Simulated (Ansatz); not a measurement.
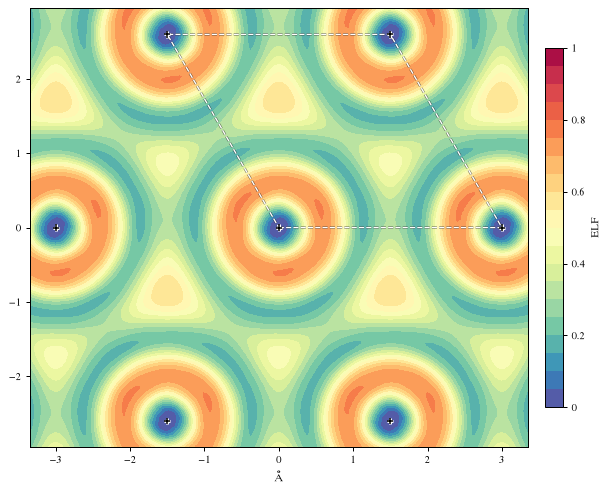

The electron localisation function on a plane through atoms (crosses mark nuclei in the plane).

The calculation used DFT, RPBE, plane waves (420 eV) with PAW, scalar-relativistic (Ansatz).

Candidates:
A. Ta, a = 3.00 Å, b = 3.00 Å, c = 10.22 Å, α = 90.00°, β = 90.00°, γ = 120.00°. Space group P6₃/mmc; set up as Ta, dhcp; a generated structure, not necessarily the stable one; changed on purpose from its base cell (volume × 1.04); computed pressure about −7 GPa in this cell.
B. Cr, a = 2.31 Å, b = 4.72 Å, c = 7.77 Å, α = 90.00°, β = 90.00°, γ = 90.00°. Space group Fddd; set up as Cr, beta-Sn type; a generated structure, not necessarily the stable one; changed on purpose from its base cell (volume × 0.88); computed pressure about 38 GPa in this cell; computed without spin polarisation.

> Which candidate gave the map?

Candidate A: Ta on the (001) plane of the conventional cell, which holds Ta. Ta–Ta (3.00 Å): the ELF is about 0.30 at the midpoint.
